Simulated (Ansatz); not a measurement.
# Geometry relaxation, with input and output: Al₃GaN₄ (part 2 of 2)

Continued. System: Al₃GaN₄ (8 atoms in the cell). Method: DFT r2SCAN, scalar-relativistic, plane waves, PAW, no spin polarisation (Ansatz 0.2.0); cutoff 500 eV, 6×6×6 k-mesh, Gaussian smearing of 0.02 eV. The structure derives from a Materials Project entry.

Geometry of the input (Å; fractional positions):
```
4.4014  0.0000  0.0000
0.0000  4.4014  0.0000
0.0000  0.0000  4.4014
Al 0.5000  0.5000  0.0000
Al 0.5000  0.0000  0.5000
Al 0.0000  0.5000  0.5000
Ga 0.0000  0.0000  0.0000
N  0.7442  0.7442  0.2558
N  0.7442  0.2558  0.7442
N  0.2558  0.7442  0.7442
N  0.2558  0.2558  0.2558
```

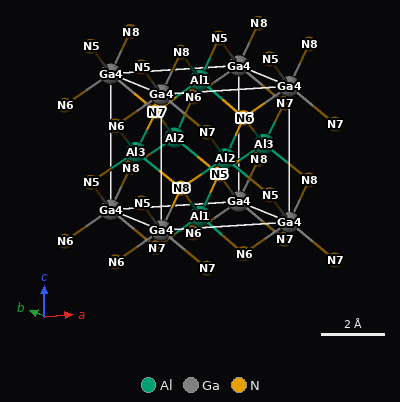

The geometry at step 3 of the log (ball-and-stick view of the cell of the calculation, seen slightly off an axis; neighbours outside the cell are drawn fainter; atoms are numbered from 1 in the order of the input).

```
basis re-selected at this cell: Δ(F+E_penalty+E_count) = -3.674e-10 eV, ΔP = -0.000 GPa vs the last step (what re-selecting the basis moved, of the pressure what is left beyond the Pulay correction that the steps carried, after the strain that the cell walked since its last selection, with what the two solves' SCF thresholds leave and, on support functions, any second-order correction that the steps lacked; it is no measure of the basis error at this ecutwfc). This SCF's stress stands 2.54e-4 GPa from its target on what of the cell is left free (relax.cell.stress_tol is 5.00e-2 GPa) and its largest allowed force component is 6.11e-5 eV/Å (relax.f_tol is 5.00e-3 eV/Å): within both
SCF converged after 3 iterations
Free energy (F): -6961.684535 eV
Harris-Foulkes:  -6961.684535 eV  (|F-HF|=3.91e-11)
Internal energy: -6961.684535 eV  (E = F + TS)
E sigma→0 (E₀):  -6961.684535 eV
Fermi energy:    9.405472 eV
--- Per-component energies (eV) ---
  E_band       = 5.861725
  E_kinetic    = 728.470869
  E_local      = -3071.944520  (includes V_loc(G=0)·N_el)
  E_nonlocal   = 639.287803
  E_hartree    = 1353.355676
  E_xc         = -418.275353
  E_vxc        = -501.022619  (∫ρ·V_xc dr)
  E_paw        = -3944.580772  (= ΣΔE_a)
  E_vpaw       = -522.678534  (= ΣTr[D̂ρ^β])
  E_aug_tail   = 0.000039  (compensation charges beyond the density's cutoff)
  E_vtau       = 27.037288  (kinetic-family band-sum trace: ∫τ·v_τ [+ j·A + Jᵃ·Aᵃ] dr)
  E_ewald      = -2247.046623
  E_core_change = -0.951652  (= ΣΔE_core)
  E_smearing   = -0.000000  (= −TS)
  E_closure    = 0.000000  (closes the sum)
  Σ components = -6961.684535   (vs F -6961.684535, Δ=0.00e0)
--- Forces (eV/Å), atoms counted from 1 ---
  atom   1  Al    -0.00000000     0.00000000     0.00000000
  atom   2  Al    -0.00000000     0.00000000     0.00000000
  atom   3  Al    -0.00000000     0.00000000     0.00000000
  atom   4  Ga    -0.00000000     0.00000000     0.00000000
  atom   5  N     -0.00006105    -0.00006105     0.00006105
  atom   6  N     -0.00006105     0.00006105    -0.00006105
  atom   7  N      0.00006105    -0.00006105    -0.00006105
  atom   8  N      0.00006105     0.00006105     0.00006105
  max |Σ_I F_I| component: 9.28e-17 eV/Å
--- Stress (GPa, compression-positive) ---
        0.000254      -0.000000      -0.000000
       -0.000000       0.000254      -0.000000
       -0.000000      -0.000000       0.000254
  P = ⅓ Tr σ = 0.0003 GPa (0.003 kbar)
--- Band table (eV; the first three rows and the last of 20) ---
  k-point 0: bands = ["-8.5732", "-6.6943", "-6.6943", "-6.6943", "-5.6314", "-5.6314", "-4.8893", "-4.8893", "-4.8893", "1.6059", "2.4842", "2.4842", "5.3641", "5.3641", "5.3641", "5.3645", "5.3645", "5.3645", "7.4022", "7.4022", "7.4022", "11.4088", "11.4088", "11.4088", "11.4873", "15.1957", "16.9259", "16.9259", "20.2475"]
  k-point 1: bands = ["-8.4465", "-6.7796", "-6.6998", "-6.6998", "-5.6301", "-5.6270", "-5.0590", "-4.8668", "-4.8668", "1.8286", "2.6182", "2.7139", "5.0405", "5.1079", "5.1079", "5.1101", "5.4782", "5.4782", "6.8074", "7.2507", "7.2507", "11.7446", "12.0057", "12.0057", "12.1917", "15.5960", "17.2119", "17.3801", "19.7802"]
  k-point 2: bands = ["-8.0913", "-7.0726", "-6.7104", "-6.7104", "-5.6273", "-5.6146", "-5.3602", "-4.8214", "-4.8214", "2.3547", "2.9918", "3.3569", "4.3166", "4.5116", "4.6739", "4.6739", "5.6624", "5.7966", "5.7966", "6.8475", "6.8475", "12.7458", "13.3387", "13.3387", "13.3457", "16.3812", "17.9534", "18.5008", "18.9587"]
  k-point 19: bands = ["-7.1069", "-7.1069", "-7.1069", "-6.6789", "-5.5952", "-5.5952", "-5.0599", "-5.0599", "-5.0599", "0.7507", "1.3699", "1.3699", "1.3699", "6.6340", "6.6340", "6.6340", "6.7666", "6.7666", "7.0372", "7.0372", "7.0372", "13.6017", "15.1962", "15.1962", "15.1962", "17.8024", "17.9625", "17.9625", "17.9625"]
--- Relaxed structure (3 steps of the walk, 3 accepted, 1 SCFs on fresh bases) ---
  F+E_penalty+E_count = -6961.68453506 eV   max|allowed force component| = 6.105e-5 eV/Å   (the final SCF, on the basis selected at the relaxed cell)
  cell:  # Å, volume = 85.2559 Å³
    - [4.401237293495792, 8.265449344661888e-34, 4.49383653690355e-34]
    - [8.265449344661888e-34, 4.401237293495792, -6.4197664812907865e-34]
    - [4.49383653690355e-34, -6.4197664812907865e-34, 4.401237293495792]
  atoms:
    - { symbol: Al, position: [0.5, 0.5, -1.2316452508601809e-20] }
    - { symbol: Al, position: [0.5, 1.0939207325401618e-35, 0.5] }
    - { symbol: Al, position: [1.231645250860175e-20, 0.5, 0.5] }
    - { symbol: Ga, position: [1.2316452508601794e-20, 4.558003052250671e-36, -1.2316452508601833e-20] }
    - { symbol: N, position: [0.744458159727945, 0.744458159727945, 0.255541840272055] }
    - { symbol: N, position: [0.744458159727945, 0.255541840272055, 0.744458159727945] }
    - { symbol: N, position: [0.255541840272055, 0.744458159727945, 0.744458159727945] }
    - { symbol: N, position: [0.255541840272055, 0.255541840272055, 0.255541840272055] }
```

## Trajectory as extended XYZ (Å, eV, eV/Å), 4 frames, from step=1 to step=4
```
8
Lattice="4.4014 0.0000 0.0000 0.0000 4.4014 0.0000 0.0000 0.0000 4.4014" Properties=species:S:1:pos:R:3:forces:R:3 step=1 energy=-6961.68427 pressure_GPa=-0.03
Al    2.2007    2.2007    0.0000    0.0000   0.0000   0.0000
Al    2.2007    0.0000    2.2007    0.0000   0.0000   0.0000
Al    0.0000    2.2007    2.2007    0.0000   0.0000   0.0000
Ga    0.0000    0.0000    0.0000    0.0000   0.0000   0.0000
N     3.2754    3.2754    1.1260    0.0333   0.0333  -0.0333
N     3.2754    1.1260    3.2754    0.0333  -0.0333   0.0333
N     1.1260    3.2754    3.2754   -0.0333   0.0333   0.0333
N     1.1260    1.1260    1.1260   -0.0333  -0.0333  -0.0333
8
Lattice="4.4012 0.0000 0.0000 0.0000 4.4012 0.0000 0.0000 0.0000 4.4012" Properties=species:S:1:pos:R:3:forces:R:3 step=2 energy=-6961.68449 pressure_GPa=-0.00
Al    2.2006    2.2006    0.0000    0.0000   0.0000   0.0000
Al    2.2006    0.0000    2.2006    0.0000   0.0000   0.0000
Al    0.0000    2.2006    2.2006    0.0000   0.0000   0.0000
Ga    0.0000    0.0000    0.0000    0.0000   0.0000   0.0000
N     3.2760    3.2760    1.1252    0.0140   0.0140  -0.0140
N     3.2760    1.1252    3.2760    0.0140  -0.0140   0.0140
N     1.1252    3.2760    3.2760   -0.0140   0.0140   0.0140
N     1.1252    1.1252    1.1252   -0.0140  -0.0140  -0.0140
8
Lattice="4.4012 0.0000 0.0000 0.0000 4.4012 0.0000 0.0000 0.0000 4.4012" Properties=species:S:1:pos:R:3:forces:R:3 step=3 energy=-6961.68454 pressure_GPa=0.00
Al    2.2006    2.2006    0.0000    0.0000   0.0000   0.0000
Al    2.2006    0.0000    2.2006    0.0000   0.0000   0.0000
Al    0.0000    2.2006    2.2006    0.0000   0.0000   0.0000
Ga    0.0000    0.0000    0.0000    0.0000   0.0000   0.0000
N     3.2765    3.2765    1.1247   -0.0001  -0.0001   0.0001
N     3.2765    1.1247    3.2765   -0.0001   0.0001  -0.0001
N     1.1247    3.2765    3.2765    0.0001  -0.0001  -0.0001
N     1.1247    1.1247    1.1247    0.0001   0.0001   0.0001
8
Lattice="4.4012 0.0000 0.0000 0.0000 4.4012 0.0000 0.0000 0.0000 4.4012" Properties=species:S:1:pos:R:3:forces:R:3 step=4 energy=-6961.68454 pressure_GPa=0.00
Al    2.2006    2.2006    0.0000    0.0000   0.0000   0.0000
Al    2.2006    0.0000    2.2006    0.0000   0.0000   0.0000
Al    0.0000    2.2006    2.2006    0.0000   0.0000   0.0000
Ga    0.0000    0.0000    0.0000    0.0000   0.0000   0.0000
N     3.2765    3.2765    1.1247   -0.0001  -0.0001   0.0001
N     3.2765    1.1247    3.2765   -0.0001   0.0001  -0.0001
N     1.1247    3.2765    3.2765    0.0001  -0.0001  -0.0001
N     1.1247    1.1247    1.1247    0.0001   0.0001   0.0001
```

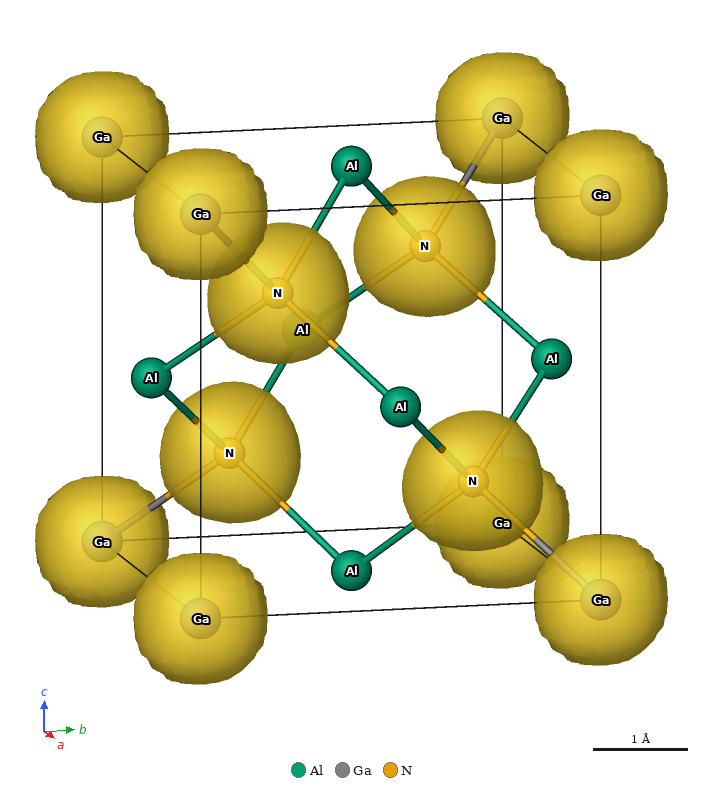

Isosurface of the valence pseudo-density at 1 e/Å³ (yellow), seen slightly off an axis. Sticks mark near contacts. The outline is the cell set on symmetry axes. At this value the density breaks into separate islands; it holds about 55 % of the electrons treated as valence (semicore included). It is pinched off along the Al–N (1.89 Å) and Ga–N (1.95 Å) contacts. On the grid the lowest density along these lines, outside the cores, is 0.57 e/Å³ (Al–N, 1.89 Å) and 0.72 e/Å³ (Ga–N, 1.95 Å). In a PAW calculation such maps are meaningful between the atoms, not at the nuclei.

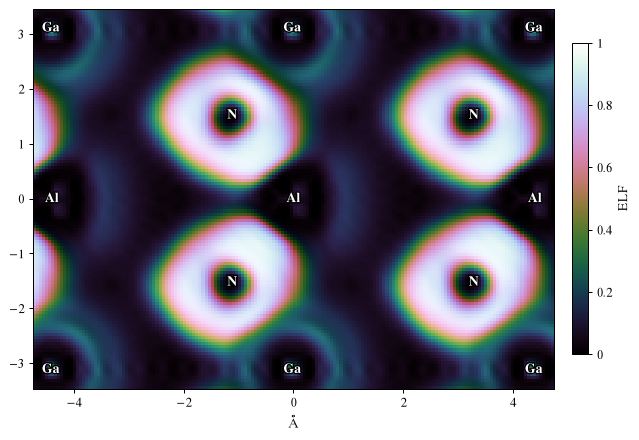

ELF on the (101) plane of the conventional cell. Atoms in the plane: Al, Ga and N. Al–N (1.89 Å): the ELF peaks at about 0.90 between the atoms, which marks a polar covalent bond. Ga–N (1.95 Å): the ELF is about 0.45 at the midpoint.

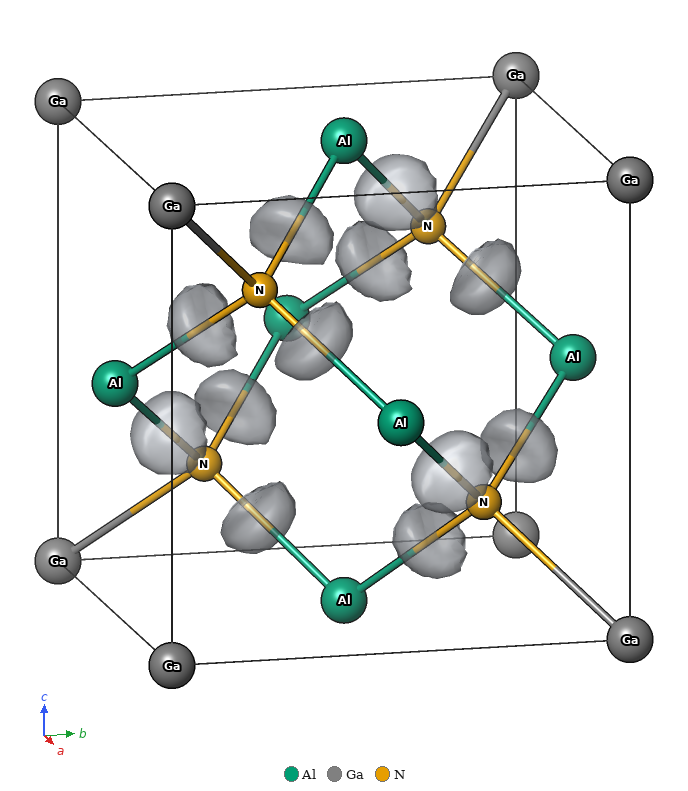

Isosurface of the electron localisation function at 0.85 (grey), seen slightly off an axis. Core shells and regions of very low density are left out. Sticks mark near contacts. The outline is the cell set on symmetry axes. Values along the shortest contacts: Ga–N (1.95 Å): the ELF is about 0.45 at the midpoint.
